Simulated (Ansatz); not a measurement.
## Al24N25 (charge −1): geometry relaxation (part 1 of 4)

- system: Al24N25 (defect cell, 49 atoms in the cell, total charge −1)
- method: DFT PBE, scalar-relativistic, plane waves, PAW, no spin polarisation (Ansatz 0.2.0)

The structure derives from a Materials Project entry. It belongs to a series of runs on one base structure; here: N interstitial, charge -1, atoms relaxed at the host's cell.

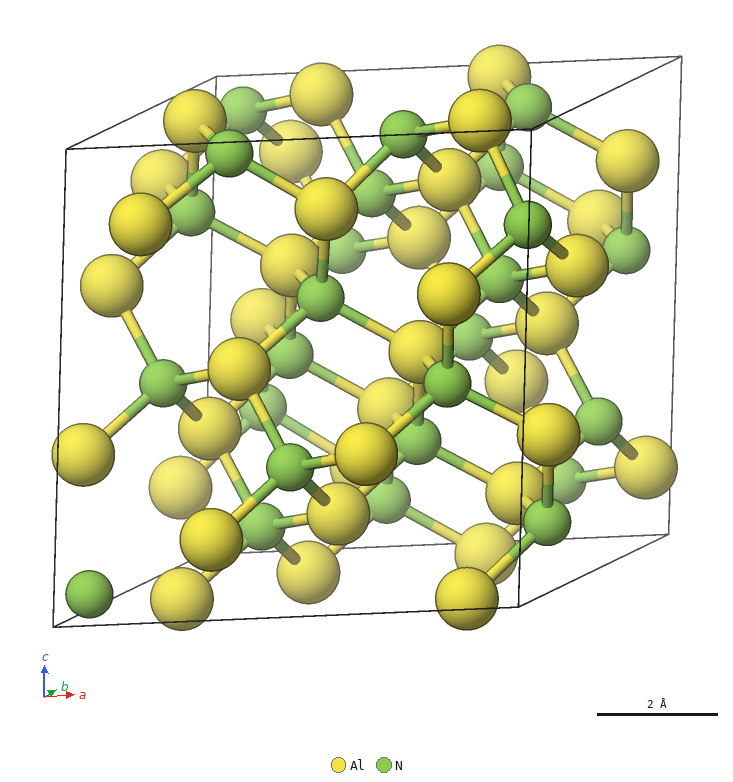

The starting structure (ball-and-stick view of the cell of the calculation, seen slightly off an axis). Near neighbours in the crystal (not all of them lie inside the picture): Al has 4 N at 1.87 to 1.93 Å; Al has 5 N at 1.90 to 2.01 Å; N has 4 Al at 1.87 to 2.01 Å; N has 3 Al at 1.98 Å.

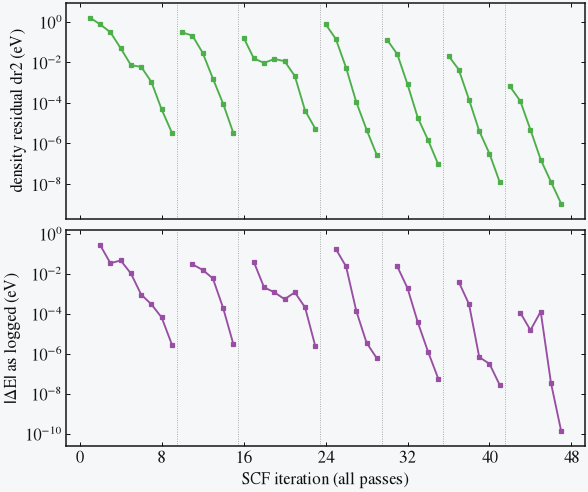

Convergence of the self-consistent field: density residual dr2 and size of the energy change against the SCF iteration. The dotted lines part the SCF passes of the relaxation: geometry steps, rejected trials and re-solves on a re-selected basis. The 7 passes take 6 to 9 iterations each, 47 in all.

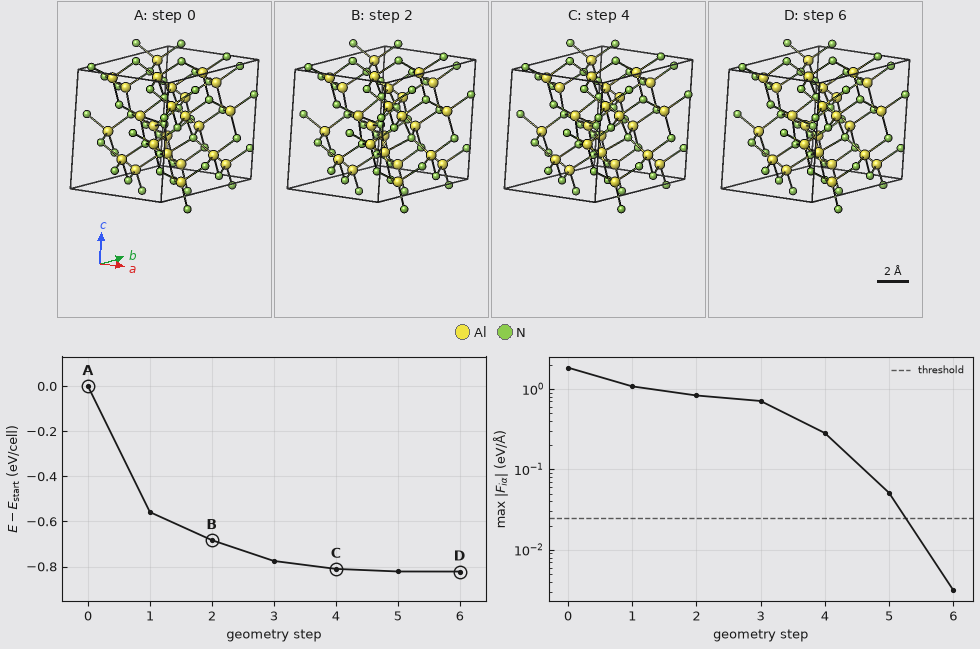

Frames of the relaxation (ball-and-stick view of the cell of the calculation (origin shifted), with bonded neighbours outside it, seen at an oblique angle) above the curves, on which the letters mark them (the first geometry is step 0 here and step 1 in the log).

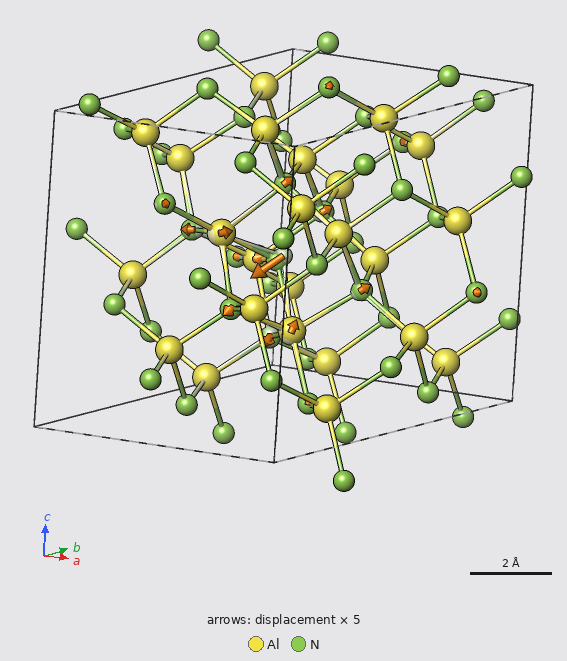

Start (faint) and end (solid) with the displacements as orange arrows, magnified 5 times (ball-and-stick view of the cell of the calculation (origin shifted), with bonded neighbours outside it, seen at an oblique angle). The atom that moves furthest is N49 (0.20 Å). By element the largest moves are N 0.20 Å, Al 0.08 Å. The lattice vectors keep their values. Among the contacts that change: Al14–N49 1.983 → 1.842 Å, Al14–N26 1.950 → 2.004 Å, Al10–N34 1.884 → 1.845 Å, Al15–N26 1.874 → 1.848 Å. Among the angles that change: N41–Al19–N49 67.4° → 75.6°, N33–Al19–N49 171.7° → 179.4°, Al14–N49–Al19 102.3° → 109.9°. The energy falls by 0.822 eV per cell of the calculation in 6 geometry steps. Largest force component: 1.8 eV/Å at the start, 0.0031 eV/Å at the end. (Atoms are counted from 1 in the order of the input.)

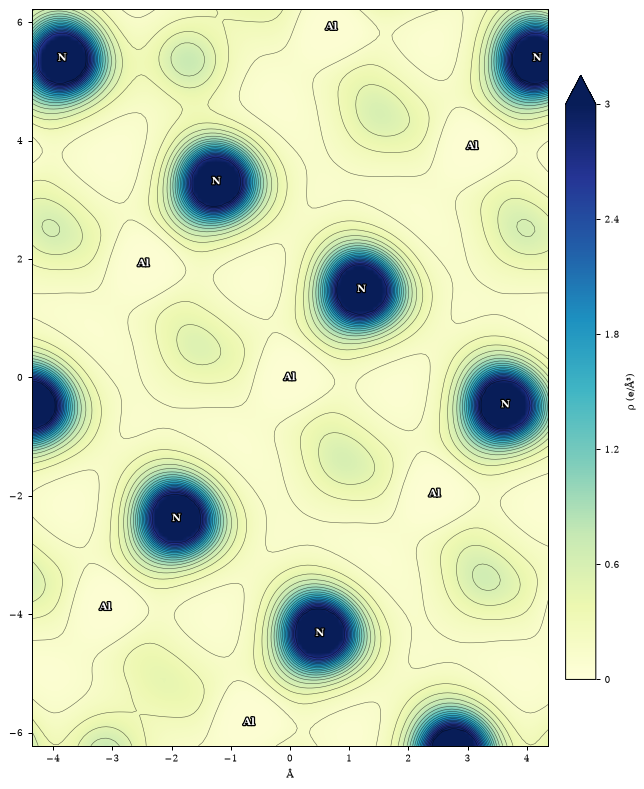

Valence electron density on the (101̄) plane of the calculation cell. Atoms in the plane: Al and N. Al–N (1.85 Å): ρ at the midpoint is about 0.74 e/Å³. Al–N (1.91 Å): the density is about 0.66 e/Å³ at the midpoint. Away from the nuclei the density in this plane falls to 0.07 e/Å³ at its lowest. In a PAW calculation such maps are meaningful between the atoms, not at the nuclei.

The input and output of the run follow.

The input
```yaml
crystal:
  lattice:
    - [3.1302084199, -5.4216800216, 5.0180433219]
    - [3.1302084199, 5.4216800216, 5.0180433219]
    - [-6.2604168399, 0.0, 5.0180433219]
  atoms:
    - { symbol: Al, position: [0.6672857915, 0.333785666, 0.497258207] }
    - { symbol: Al, position: [0.997595288, 0.6622014552, 0.8326602722] }
    - { symbol: Al, position: [0.333785666, 0.497258207, 0.6672857915] }
    - { symbol: Al, position: [0.8280557133, 0.5098981897, 0.1677972845] }
    - { symbol: Al, position: [0.1686954845, 0.335071943, 1.0010880231] }
    - { symbol: Al, position: [0.497258207, 0.6672857915, 0.333785666] }
    - { symbol: Al, position: [0.8326602722, 0.997595288, 0.6622014552] }
    - { symbol: Al, position: [0.1677972845, 0.8280557133, 0.5098981897] }
    - { symbol: Al, position: [0.5098981897, 0.1677972845, 0.8280557133] }
    - { symbol: Al, position: [0.6622014552, 0.8326602722, 0.997595288] }
    - { symbol: Al, position: [1.0010880231, 0.1686954845, 0.335071943] }
    - { symbol: Al, position: [0.335071943, 1.0010880231, 0.1686954845] }
    - { symbol: Al, position: [0.6674823641, 0.4992260577, 0.8318985198] }
    - { symbol: Al, position: [0.9995420254, 0.8360770367, 0.1648956643] }
    - { symbol: Al, position: [0.3344580315, 0.6636459042, 0.9996587575] }
    - { symbol: Al, position: [0.8318985198, 0.6674823641, 0.4992260577] }
    - { symbol: Al, position: [0.165856777, 0.5011404133, 0.3324422693] }
    - { symbol: Al, position: [0.4992260577, 0.8318985198, 0.6674823641] }
    - { symbol: Al, position: [0.8360770367, 0.1648956643, 0.9995420254] }
    - { symbol: Al, position: [0.1648956643, 0.9995420254, 0.8360770367] }
    - { symbol: Al, position: [0.5011404133, 0.3324422693, 0.165856777] }
    - { symbol: Al, position: [0.6636459042, 0.9996587575, 0.3344580315] }
    - { symbol: Al, position: [0.9996587575, 0.3344580315, 0.6636459042] }
    - { symbol: Al, position: [0.3324422693, 0.165856777, 0.5011404133] }
    - { symbol: "N", position: [0.7936331128, 0.4611681113, 0.6250004629] }
    - { symbol: "N", position: [0.1289062618, 0.7821307951, 0.9566315719] }
    - { symbol: "N", position: [0.4611681113, 0.6250004629, 0.7936331128] }
    - { symbol: "N", position: [0.9600916112, 0.6311992668, 0.2939642874] }
    - { symbol: "N", position: [0.2956639526, 0.4600184142, 0.128432996] }
    - { symbol: "N", position: [0.6250004629, 0.7936331128, 0.4611681113] }
    - { symbol: "N", position: [0.9566315719, 0.1289062618, 0.7821307951] }
    - { symbol: "N", position: [0.2939642874, 0.9600916112, 0.6311992668] }
    - { symbol: "N", position: [0.6311992668, 0.2939642874, 0.9600916112] }
    - { symbol: "N", position: [0.7821307951, 0.9566315719, 0.1289062618] }
    - { symbol: "N", position: [0.128432996, 0.2956639526, 0.4600184142] }
    - { symbol: "N", position: [0.4600184142, 0.128432996, 0.2956639526] }
    - { symbol: "N", position: [0.4626164706, 0.2934203094, 0.6252603643] }
    - { symbol: "N", position: [0.790916673, 0.6282517918, 0.9589280257] }
    - { symbol: "N", position: [0.1269339986, 0.4571700728, 0.7934638743] }
    - { symbol: "N", position: [0.6252603643, 0.4626164706, 0.2934203094] }
    - { symbol: "N", position: [0.958165868, 0.3090494929, 0.1328666905] }
    - { symbol: "N", position: [0.2934203094, 0.6252603643, 0.4626164706] }
    - { symbol: "N", position: [0.6282517918, 0.9589280257, 0.790916673] }
    - { symbol: "N", position: [0.9589280257, 0.790916673, 0.6282517918] }
    - { symbol: "N", position: [0.3090494929, 0.1328666905, 0.958165868] }
    - { symbol: "N", position: [0.4571700728, 0.7934638743, 0.1269339986] }
    - { symbol: "N", position: [0.7934638743, 0.1269339986, 0.4571700728] }
    - { symbol: "N", position: [0.1328666905, 0.958165868, 0.3090494929] }
    - { symbol: "N", position: [0.0578428297, 0.0578428297, 0.0578428297] }
  host:
    lattice:
      - [3.1302084199, 0.0, 0.0]
      - [-1.56510421, 2.7108400108, 0.0]
      - [0.0, 0.0, 5.0180433219]
    atoms:
      - { symbol: Al, position: [0.6666666667, 0.3333333333, 0.4992342259] }
      - { symbol: Al, position: [0.3333333333, 0.6666666667, 0.9992342259] }
      - { symbol: "N", position: [0.6666666667, 0.3333333333, 0.8807657741] }
      - { symbol: "N", position: [0.3333333333, 0.6666666667, 0.3807657741] }
total_charge: -1
basis:
  ecutwfc: 420
  xc_grid: 2
kpoints:
  mp_grid: { grid: [2, 2, 2], shift: [0.0, 0.0, 0.0] }
hamiltonian:
  xc: pbe
scf:
  occupations: { method: gaussian, width: 0.01 }
output:
  forces: true
  stress: false
  eigenvalues: true
  charged_corrections:
    defect_position: [0.06944444, 0.06944444, 0.06944444]
    epsilon: [[8.2944, 0.0, 0.0], [0.0, 8.2944, 0.0], [0.0, 0.0, 9.8365]]
  write_density: true
  write_potential: true
  elf: true
  volumetric_format: npy
relax:
  adjacent_minimum: "off"
  f_tol: 0.025
  max_steps: 45
```

Command:
```bash
ansatz run input.yaml --threads 4 --pin off --max-ram 8192MiB --backend cpu --events-out ev --progress --plain --runs-dir out
```

Log
```
Engine: ansatz 0.2.0, aarch64-unknown-linux-gnu
Pseudopotentials: kind: paw
Pseudopotential: Al, paw, valence charge 3, recommended cutoff 420 eV (normal), Al.paw.azcp
Pseudopotential: N, paw, valence charge 5, recommended cutoff 420 eV (normal), N.paw.azcp
Functional definition: PBE
  parameter kappa = 0.804
  parameter beta = 0.06672455060314922
  exchange = pbe_x(kappa = kappa, mu = beta*pi^2/3)
  correlation = pbe_c(beta = beta)
Crystal: 49 atoms, lattice volume = 510.967 Å³
Basis set: ecut = 420 eV, 9983 PW (Γ), exchange–correlation on 108×108×108 points (8 copies of the dense FFT grid, shifted against one another)
Bands: 148, of which v1, the nominal top of the filled ones, is band 99 counted from 1 (98 counted from 0)
Symmetry: 3 space group operations
Space group: R3 (ITA 146), of the structure as read, at distance tolerance 8.0e-5 Å
k-points: 4 of 8
Non-local potential: Al, projectors of the file, l = 0: 2, l = 1: 2, l = 2: 1
Non-local potential: N, projectors of the file, l = 0: 2, l = 1: 2, l = 2: 1
PAW form: soft (Blöchl's): semilocal exchange-correlation on the pseudo side does not see the compensation charge
PAW one-centre angular grid: Al, 110 points (default); XC on 64 Gauss nodes
PAW one-centre angular grid: N, 110 points (default); XC on 64 Gauss nodes
Initial density: superposition of atomic densities (neutral atoms scaled as one to the charged cell's electrons: chi_scale 0, normalization atom), corrected by the library's trained network
Initial wavefunctions: pseudopotential atomic-orbital guess
Functional: x = pbe(κ = 0.804, μ = 0.2195149727645171), c = pbe(β = 0.06672455060314922)
SCF iter   1: F=—  HF=-22549.079928 eV  |F-HF|=—  |Δ(HF+E_count)|=         —  Δρ=2.17e-2  dr2=1.58e0  ethr=1.77e-3  ⟨swp⟩=6.0  Hψ=2618  notcnv=0  defer=86
preconditioner: auto → Resta (q_TF=auto, 2.330 Å⁻¹)  ε∞=4.2  [insulator: Δε(μ)=0.064 eV  Ē_g=12.898 eV  σ=0.010 eV  W_gap=1.00  n_scr=98 (ndim 8)  ℏωp=23.1 eV  f_vac=0.000  D(μ)=0.00/eV (n_scr^D=0)  ε∞_Penn≈4.2]
SCF iter   2: F=—  HF=-22548.816746 eV  |F-HF|=—  |Δ(HF+E_count)|=   2.63e-1  Δρ=1.59e-2  dr2=7.36e-1  ethr=8.00e-4  ⟨swp⟩=2.0  Hψ=988  notcnv=0  defer=131
SCF iter   3: F=—  HF=-22548.783871 eV  |F-HF|=—  |Δ(HF+E_count)|=   3.29e-2  Δρ=9.79e-3  dr2=3.00e-1  ethr=3.72e-4  ⟨swp⟩=2.0  Hψ=432  notcnv=0  defer=164
SCF iter   4: F=—  HF=-22548.738576 eV  |F-HF|=—  |Δ(HF+E_count)|=   4.53e-2  Δρ=2.65e-3  dr2=4.92e-2  ethr=1.51e-4  ⟨swp⟩=2.0  Hψ=567  notcnv=0  defer=164
SCF iter   5: F=—  HF=-22548.728448 eV  |F-HF|=—  |Δ(HF+E_count)|=   1.01e-2  Δρ=1.52e-3  dr2=7.21e-3  ethr=2.48e-5  ⟨swp⟩=2.2  Hψ=686  notcnv=0  defer=164
SCF iter   6: F=—  HF=-22548.727557 eV  |F-HF|=—  |Δ(HF+E_count)|=   8.91e-4  Δρ=1.80e-3  dr2=5.93e-3  ethr=3.64e-6  ⟨swp⟩=2.2  Hψ=518  notcnv=0  defer=164
SCF iter   7: F=—  HF=-22548.727267 eV  |F-HF|=—  |Δ(HF+E_count)|=   2.90e-4  Δρ=7.64e-4  dr2=1.07e-3  ethr=2.99e-6  ⟨swp⟩=1.0  Hψ=469  notcnv=0  defer=164
SCF iter   8: F=—  HF=-22548.727203 eV  |F-HF|=—  |Δ(HF+E_count)|=   6.38e-5  Δρ=1.62e-4  dr2=4.73e-5  ethr=5.40e-7  ⟨swp⟩=1.0  Hψ=428  notcnv=0  defer=164
SCF iter   9: F=-22548.727199 eV  HF=-22548.727201 eV  |F-HF|=1.61e-6  |Δ(HF+E_count)|=   2.83e-6  Δρ=4.37e-5  dr2=3.38e-6  ethr=7.89e-9  ⟨swp⟩=20.5  Hψ=5172  notcnv=0
SCF 1 converged in 9 iterations: F = -22548.727199 eV  dr2 = 3.38e-6
  greatest PAW one-centre occupation: 0.837 electrons in one spin orbital (limit 2), on the N atom at site 48 (counted from 0), in its partial waves of l = 0
relax step   1: F+E_penalty+E_count = -22548.72719901 eV  Δ(F+E_penalty+E_count) = +0.000e0 eV  max|allowed force component| = 1.848e0 eV/Å  Δτ_max = 0.0000 Å  (9 SCF iters, dr2 threshold 1.56e-5 eV, accepted)
Initial density: handed on by an earlier stage of this run
Initial wavefunctions: those handed on with the density
iter 1 solved again at ethr=1.43e-4 eV; its pass at ethr=3.10e-3 eV (dr2=2.83e-1 eV) is discarded
SCF iter   1: F=—  HF=-22549.335680 eV  |F-HF|=—  |Δ(HF+E_count)|=         —  Δρ=1.13e-2  dr2=2.97e-1  ethr=1.43e-4  ⟨swp⟩=1.2  Hψ=1869  notcnv=0  defer=163
preconditioner: auto → Resta (q_TF=auto, 2.330 Å⁻¹)  ε∞=4.2  [insulator: Δε(μ)=0.023 eV  Ē_g=12.944 eV  σ=0.010 eV  W_gap=0.89  n_scr=98 (ndim 8)  ℏωp=23.1 eV  f_vac=0.000  D(μ)=12.15/eV (n_scr^D=80)  ε∞_Penn≈4.2]
SCF iter   2: F=—  HF=-22549.306868 eV  |F-HF|=—  |Δ(HF+E_count)|=   2.88e-2  Δρ=1.01e-2  dr2=2.06e-1  ethr=1.43e-4  ⟨swp⟩=2.0  Hψ=775  notcnv=0  defer=163
SCF iter   3: F=—  HF=-22549.291591 eV  |F-HF|=—  |Δ(HF+E_count)|=   1.53e-2  Δρ=2.98e-3  dr2=2.96e-2  ethr=1.04e-4  ⟨swp⟩=2.0  Hψ=433  notcnv=0  defer=163
SCF iter   4: F=—  HF=-22549.285881 eV  |F-HF|=—  |Δ(HF+E_count)|=   5.71e-3  Δρ=6.56e-4  dr2=1.58e-3  ethr=1.49e-5  ⟨swp⟩=2.2  Hψ=885  notcnv=0  defer=163
SCF iter   5: F=—  HF=-22549.285689 eV  |F-HF|=—  |Δ(HF+E_count)|=   1.92e-4  Δρ=1.61e-4  dr2=9.12e-5  ethr=7.99e-7  ⟨swp⟩=2.0  Hψ=825  notcnv=0  defer=163
SCF iter   6: F=-22549.285686 eV  HF=-22549.285686 eV  |F-HF|=5.23e-7  |Δ(HF+E_count)|=   2.95e-6  Δρ=2.13e-5  dr2=3.25e-6  ethr=4.61e-8  ⟨swp⟩=19.8  Hψ=5505  notcnv=0
SCF 2 converged in 6 iterations: F = -22549.285686 eV  dr2 = 3.25e-6
  greatest PAW one-centre occupation: 0.834 electrons in one spin orbital (limit 2), on the N atom at site 48 (counted from 0), in its partial waves of l = 0
relax step   2: F+E_penalty+E_count = -22549.28568559 eV  Δ(F+E_penalty+E_count) = -5.585e-1 eV  max|allowed force component| = 1.080e0 eV/Å  Δτ_max = 0.0701 Å  (6 SCF iters, dr2 threshold 1.00e-4 eV, accepted)
```
